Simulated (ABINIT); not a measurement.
**Positron calculation, with input and output: Pt (part 2 of 2)**

Continued. System: Pt (Im-3m, 1 atom in the cell). Method: Kohn-Sham DFT of a periodic cell, LDA-Teter, JTH PAW LDA v2.0, no spin polarisation (ABINIT 10.8.3); cutoff 435.38 eV, 8×8×8 k-mesh, fermi-dirac of 0.136 eV. The structure derives from a Materials Project entry. The settings are looser than a standard set-up, so the numbers are not reference values.

Geometry of the input (Å; fractional positions):
```
-1.5842  1.5842  1.5842
1.5842  -1.5842  1.5842
1.5842  1.5842  -1.5842
Pt 0.0000  0.0000  0.0000
```

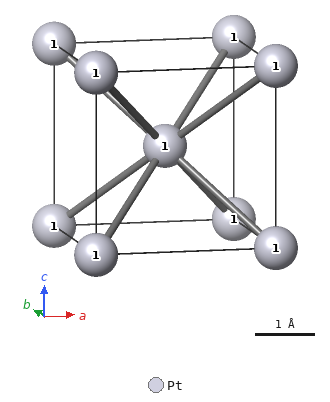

Fig. 1: The input geometry (ball-and-stick view of the cell 2 times as large as that of the calculation, set on its symmetry axes, seen slightly off an axis; atoms are numbered from 1 in the order of the input). An atom can appear more than once, as a periodic image.

Log, continued:
```
 cartesian forces (eV/Angstrom) at end:
    1     -0.00000000000000    -0.00000000000000    -0.00000000000000
 frms,max,avg= 0.0000000E+00 0.0000000E+00   0.000E+00  0.000E+00  0.000E+00 e/A
 length scales=  1.000000000000  1.000000000000  1.000000000000 bohr
              =  0.529177210544  0.529177210544  0.529177210544 angstroms
 Fermi (or HOMO) energy (hartree) =   0.30253   Average Vxc (hartree)=  -0.45115
 Eigenvalues (hartree) for nkpt=  29  k points:
 kpt#   1, nband=  9, wtk=  0.00195, kpt=  0.0000  0.0000  0.0000 (reduced coord)
  -0.04826    0.17444    0.17444    0.17444    0.26633    0.26633    0.95671    0.95671
   0.95671
      occupation numbers for kpt#   1
   2.00000    2.00000    2.00000    2.00000    1.99857    1.99857    0.00000    0.00000
   0.00000
 prteigrs : prtvol=0 or 1, do not print more k-points.

--- !EnergyTerms
iteration_state     : {dtset: 1, }
comment             : Components of total free energy in Hartree
kinetic             :  8.18387404534153E+00
hartree             :  2.18157813790124E+00
xc                  : -2.88178978565629E+00
Ewald energy        : -3.03903404408668E+01
psp_core            :  2.85839631335316E+00
local_psp           : -9.49329781677424E+00
PAW spherical_terms :  2.36433822483573E+00
internal            : -2.71772413218657E+01
'-kT*entropy'       : -3.32942445297624E-03
total_energy        : -2.71805707463186E+01
total_energy_eV     : -7.39621008964289E+02
...

--- !EnergyTermsDC
iteration_state     : {dtset: 1, }
comment             : '"Double-counting" decomposition of free energy'
band_energy         :  1.86997615151979E+00
Ewald energy        : -3.03903404408668E+01
psp_core            :  2.85839631335316E+00
xc_dc               : -1.71024007991028E+00
PAW spherical_terms :  1.94964364160562E-01
internal            : -2.71772436917436E+01
'-kT*entropy'       : -3.32942445297624E-03
total_energy_dc     : -2.71805731161965E+01
total_energy_dc_eV  : -7.39621073451951E+02
...

--- !EnergyTermsWithPAWCore
iteration_state     : {dtset: 1, }
comment             : 'Components of total free energy, including PAW core contributions'
Total energy        : -1.84033843046181E+04
Total energy DC     : -1.84033843069879E+04
Total energy (eV)   : -5.00781598546186E+05
Total energy DC (eV): -5.00781598610674E+05
...

 Cartesian components of stress tensor (hartree/bohr^3)
  sigma(1 1)=  4.61478675E-04  sigma(3 2)=  0.00000000E+00
  sigma(2 2)=  4.61478675E-04  sigma(3 1)=  0.00000000E+00
  sigma(3 3)=  4.61478675E-04  sigma(2 1)=  0.00000000E+00

-Cartesian components of stress tensor (GPa)         [Pressure= -1.3577E+01 GPa]
- sigma(1 1)=  1.35771714E+01  sigma(3 2)=  0.00000000E+00
- sigma(2 2)=  1.35771714E+01  sigma(3 1)=  0.00000000E+00
- sigma(3 3)=  1.35771714E+01  sigma(2 1)=  0.00000000E+00

================================================================================
== DATASET  2 ==================================================================

--- !DatasetInfo
iteration_state: {dtset: 2, }
dimensions: {natom: 1, nkpt: 1, mband: 1, nsppol: 1, nspinor: 1, nspden: 1, mpw: 161, }
cutoff_energies: {ecut:  16.0, pawecutdg:  32.0, }
electrons: {nelect:   1.00000000E+00, charge:   0.00000000E+00, occopt:   2.00000000E+00, tsmear:   1.00000000E-02, }
meta: {optdriver: 0, ionmov: 0, optcell: 0, iscf: 17, paral_kgb: 0, }
...

 mkfilename : getden/=0, take file _DEN from output of DATASET   1.

 Exchange-correlation functional for the present dataset will be:
  LDA: new Teter (4/93) with spin-polarized option - ixc=1
  S. Goedecker, M. Teter, J. Huetter, PRB 54, 1703 (1996)

 Real(R)+Recip(G) space primitive vectors, cartesian coordinates (Bohr,Bohr^-1):
 R(1)= -2.9937419  2.9937419  2.9937419  G(1)=  0.0000000  0.1670151  0.1670151
 R(2)=  2.9937419 -2.9937419  2.9937419  G(2)=  0.1670151  0.0000000  0.1670151
 R(3)=  2.9937419  2.9937419 -2.9937419  G(3)=  0.1670151  0.1670151  0.0000000
 Unit cell volume ucvol=  1.0732554E+02 bohr^3
 Angles (23,13,12)=  1.09471221E+02  1.09471221E+02  1.09471221E+02 degrees

 Coarse grid specifications (used for wave-functions):

 getcut: wavevector=  0.0000  0.0000  0.0000  ngfft=  20  20  20
         ecut(hartree)=     16.000   => boxcut(ratio)=   2.14740

 Fine grid specifications (used for densities):

 getcut: wavevector=  0.0000  0.0000  0.0000  ngfft=  30  30  30
         ecut(hartree)=     32.000   => boxcut(ratio)=   2.27199

 getcut : COMMENT -
  Note that boxcut > 2.2 ; recall that boxcut=Gcut(box)/Gcut(sphere) = 2
  is sufficient for exact treatment of convolution.
  Such a large boxcut is a waste : you could raise ecut
  e.g. ecut=   41.295459 Hartrees makes boxcut=2

--- Pseudopotential description ------------------------------------------------
- pspini: atom type   1  psp file is ./Pt.LDA_PW-JTH.xml
 Pseudopotential format is: paw10
 basis_size (lnmax)=  6 (lmn_size= 18), orbitals=   0   0   1   1   2   2
 Spheres core radius: rc_sph= 2.51621648
 Shapefunction is SIN type: shapef(r)=[sin(pi*r/rshp)/(pi*r/rshp)]**2
 Radius for shape functions =  2.25451594
 Compensation charge density is not taken into account in XC energy/potential

--------------------------------------------------------------------------------

================================================================================

--- !BeginCycle
iteration_state: {dtset: 2, }
solver: {iscf: 17, nstep: 80, nline: 10, wfoptalg: 10, }
tolerances: {toldfe: 1.00E-07, }
...

     iter   Etot(hartree)      deltaE(h)  residm     nres2
 ETOT  1  -27.218296648604    -2.722E+01 9.700E-01 1.402E+00
 ETOT  2  -27.425357761080    -2.071E-01 9.551E-05 2.991E-01
 ETOT  3  -27.425365491117    -7.730E-06 6.916E-11 1.825E-02
 ETOT  4  -27.425366440095    -9.490E-07 4.194E-15 2.112E-04
 ETOT  5  -27.425365491116     9.490E-07 2.000E-18 4.367E-07
 ETOT  6  -27.425365491116    -4.690E-13 6.778E-26 7.376E-09
 ETOT  7  -27.425365491116     4.654E-13 3.066E-27 7.515E-10

 At SCF step    7, etot is converged :
  for the second time, diff in etot=  4.654E-13 < toldfe=  1.000E-07

--- !ResultsGS
iteration_state: {dtset: 2, }
comment   : Summary of ground state results
lattice_vectors:
- [ -2.9937419,   2.9937419,   2.9937419, ]
- [  2.9937419,  -2.9937419,   2.9937419, ]
- [  2.9937419,   2.9937419,  -2.9937419, ]
lattice_lengths: [   5.18531,    5.18531,    5.18531, ]
lattice_angles: [109.471, 109.471, 109.471, ] # degrees, (23, 13, 12)
lattice_volume:   1.0732554E+02
convergence: {deltae:  4.654E-13, res2:  7.515E-10, residm:  3.066E-27, diffor:  0.000E+00, }
etotal    :  -2.74253655E+01
entropy   :   0.00000000E+00
fermie    :  -2.44792375E-01
cartesian_stress_tensor: null
pressure_GPa: null
xred      :
- [  0.0000E+00,   0.0000E+00,   0.0000E+00, Pt]
cartesian_forces: null
force_length_stats: {min: null, max: null, mean: null, }
...

 Integrated electronic density in atomic spheres:
 ------------------------------------------------
 Atom  Sphere_radius  Integrated_density
    1        2.51622          0.32834787

--------------------------------------------------------------------------------
 Results for electron-positron annihilation:

2 computations of positron lifetime have been performed (with different enhancement factors).

########## Lifetime computation 1

 # Zero-positron density limit of Arponen and Pajanne provided by Boronski & Nieminen
   Ref.: Boronski and R.M. Nieminen, Phys. Rev. B 34, 3820 (1986)
 # Enhancement factor of Boronski & Nieminen
   Ref.: Boronski and R.M. Nieminen, Phys. Rev. B 34, 3820 (1986)

 Positron lifetime                         (ps)   =  1.07206284E+02
 Positron lifetime with IPM for core elec. (ps)   =  1.11914320E+02
 Annihilation rate                         (ns-1) =  9.32781142E+00
 Annihilation rate with IPM for core elec. (ns-1) =  8.93540701E+00

 Annihilation rate core/valence decomposition:
   Core    contribution to ann.rate          (ns-1) =  2.52036336E+00
   Valence contribution to ann.rate          (ns-1) =  6.80744806E+00
   Core    contribution to ann.rate with IPM (ns-1) =  2.01770102E+00
   Valence contribution to ann.rate with IPM (ns-1) =  6.91770599E+00

 Annihilation rate PAW decomposition:
   Plane-wave contribution to ann.rate          (ns-1) =  7.04245727E+00
   Plane-wave valence contribution to ann.rate  (ns-1) =  6.77631376E+00
   On-site core contribution to ann.rate        (ns-1) =  2.25421986E+00
   On-site valence contribution to ann.rate     (ns-1) =  3.11342954E-02
   Plane-wave contribution to ann.rate with IPM (ns-1) =  6.92915921E+00
   Plane-wave core contrb. to ann.rate with IPM (ns-1) =  9.32020622E-02

########## Lifetime computation 2

 # Zero-positron density limit of Arponen and Pajanne provided by Boronski & Nieminen
   Ref.: Boronski and R.M. Nieminen, Phys. Rev. B 34, 3820 (1986)
 # Enhancement factor of Boronski & Nieminen IN THE RPA LIMIT
   Ref.: Boronski and R.M. Nieminen, Phys. Rev. B 34, 3820 (1986)

 Positron lifetime                         (ps)   =  9.83342054E+01
 Positron lifetime with IPM for core elec. (ps)   =  1.02273950E+02
 Annihilation rate                         (ns-1) =  1.01694013E+01
 Annihilation rate with IPM for core elec. (ns-1) =  9.77766084E+00

 Annihilation rate core/valence decomposition:
   Core    contribution to ann.rate          (ns-1) =  2.53749314E+00
   Valence contribution to ann.rate          (ns-1) =  7.63190820E+00
   Core    contribution to ann.rate with IPM (ns-1) =  2.01770102E+00
   Valence contribution to ann.rate with IPM (ns-1) =  7.75995982E+00

 Annihilation rate PAW decomposition:
   Plane-wave contribution to ann.rate          (ns-1) =  7.89263331E+00
   Plane-wave valence contribution to ann.rate  (ns-1) =  7.60960265E+00
   On-site core contribution to ann.rate        (ns-1) =  2.25446248E+00
   On-site valence contribution to ann.rate     (ns-1) =  2.23055493E-02
   Plane-wave contribution to ann.rate with IPM (ns-1) =  7.78037287E+00
   Plane-wave core contrb. to ann.rate with IPM (ns-1) =  9.32020622E-02

      (*) IPM=Independent particle Model

================================================================================

 ----iterations are completed or convergence reached----

 Mean square residual over all n,k,spin=   30.664E-28; max=  30.664E-28
 reduced coordinates (array xred) for    1 atoms
       0.000000000000      0.000000000000      0.000000000000
 rms dE/dt=  0.0000E+00; max dE/dt=  0.0000E+00; dE/dt below (all hartree)
    1       0.000000000000      0.000000000000      0.000000000000

 cartesian coordinates (angstrom) at end:
    1      0.00000000000000     0.00000000000000     0.00000000000000
 length scales=  1.000000000000  1.000000000000  1.000000000000 bohr
              =  0.529177210544  0.529177210544  0.529177210544 angstroms
 Fermi (or HOMO) energy (hartree) =  -0.24479   Average Vxc (hartree)=  -0.36072
 Eigenvalues (hartree) for nkpt=   1  k points:
 kpt#   1, nband=  1, wtk=  1.00000, kpt=  0.0000  0.0000  0.0000 (reduced coord)
  -0.24479

--- !EnergyTerms
iteration_state     : {dtset: 2, }
comment             : Components of total free energy in Hartree
kinetic             :  2.31324711839624E-01
local_psp           : -6.37308666365315E-01
PAW spherical_terms :  2.10461290054651E-01
positronic          : -1.95522664471043E-01
electronic          : -2.71805731161965E+01
electron_positron_interaction: -4.92983079641532E-02
total_energy        : -2.74253940886317E+01
total_energy_eV     : -7.46282991494002E+02
...

--- !EnergyTermsDC
iteration_state     : {dtset: 2, }
comment             : '"Double-counting" decomposition of free energy'
band_energy         : -2.44792374919241E-01
PAW spherical_terms :  0.00000000000000E+00
electron_positron_dc:  4.92983079640937E-02
positronic          : -1.95494066955150E-01
electronic          : -2.71805731161965E+01
electron_positron_interaction: -4.92983079641532E-02
total_energy_dc     : -2.74253654911158E+01
total_energy_dc_eV  : -7.46282213315952E+02
...

== END DATASET(S) ==============================================================
================================================================================

 -outvars: echo values of variables after computation  --------
            acell      1.0000000000E+00  1.0000000000E+00  1.0000000000E+00 Bohr
           etotal1    -2.7180573116E+01
           etotal2    -2.7425365491E+01
            fcart1    -0.0000000000E+00 -0.0000000000E+00 -0.0000000000E+00
            fcart2     9.9999999999E+99  9.9999999999E+99  9.9999999999E+99
            rprim     -2.9937419232E+00  2.9937419232E+00  2.9937419232E+00
                       2.9937419232E+00 -2.9937419232E+00  2.9937419232E+00
                       2.9937419232E+00  2.9937419232E+00 -2.9937419232E+00
           strten1     4.6147867493E-04  4.6147867493E-04  4.6147867493E-04
                       0.0000000000E+00  0.0000000000E+00  0.0000000000E+00
           strten2     9.9999999999E+99  9.9999999999E+99  9.9999999999E+99
                       9.9999999999E+99  9.9999999999E+99  9.9999999999E+99
 Calculation completed.
```

Key numbers:

- outcome: converged
- space group (tolerance 0.01 Å): Im-3m (229)
- electrons treated: 10
- free energy: −739.6211 eV
- positron lifetime (one of the program's estimates): 98.3 ps
- Fermi energy: 8.232 eV
- gap on the k-point mesh: none (metallic)
- pressure: −13.58 GPa
- largest force (length of the vector): under 0.001 eV/Å
- wall time: 6.8 s
- peak memory: 0.07 GiB

Settings chosen away from the usual ones: nnsclo set to 3. The settings depart from the standard set-up of this series, which can bear on the numbers. Points of doubt noted for this run: PAW basis incomplete for positron. Spin–orbit coupling is left out, which matters for Pt.
